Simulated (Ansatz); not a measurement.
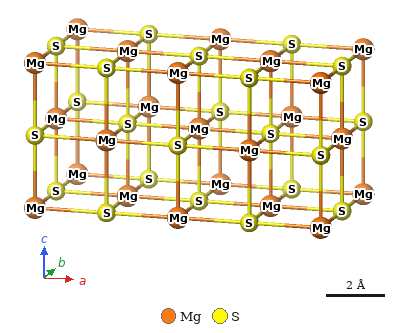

Crystalline MgS (set up in Fm-3m), before the relaxation. A ball-and-stick model of the conventional cell (4 times the calculation's cell), repeated 2 × 1 × 1 with one cell outlined, seen slightly off an axis. Lengths and directions refer to the drawn axes.

Theory: Ansatz 0.2.0, DFT PBE, scalar-relativistic, plane waves, PAW.

Input file:
```yaml
crystal:
  lattice:
    - [0.0, 2.60165, 2.60165]
    - [2.60165, 0.0, 2.60165]
    - [2.60165, 2.60165, 0.0]
  atoms:
    - { symbol: Mg, position: [0.0, 0.0, 0.0] }
    - { symbol: S, position: [0.5, 0.5, 0.5] }
basis:
  ecutwfc: 420
kpoints:
  mp_grid: { grid: [8, 8, 8] }
hamiltonian:
  xc: pbe
scf:
  occupations: { method: gaussian, width: 0.02 }
output:
  forces: true
  stress: true
  eigenvalues: true
  write_density: true
  write_potential: true
  elf: true
  volumetric_format: npy
relax:
  adjacent_minimum: "off"
  f_tol: 0.01
  max_steps: 80
  cell: { stress_tol: 0.05 }
```

Run as
```bash
ansatz run input.yaml --threads 1 --pin off --max-ram 2560MiB --backend cpu --events-out ev --progress --plain --runs-dir out
```

> What does the optimiser find from here?

Over 2 accepted moves (3 points after the start) the energy falls by 1.0 meV per atom. All forces vanish by symmetry, so only the cell relaxes. Pressure: 1.16 GPa at the start and 0.00 GPa at the end. The SCF was repeated once at an unchanged geometry on a basis and grid sized afresh for the cell, which shifted the energy by less than 0.05 meV per atom at most. No atom moves by more than 0.005 Å relative to the cell. The volume changes by +1.5 %, with a = b = c 5.203 → 5.230 Å (+0.5 %). Among the contacts that change: Mg1–S2 2.602 → 2.615 Å. The space group stays Fm-3m (No. 225).
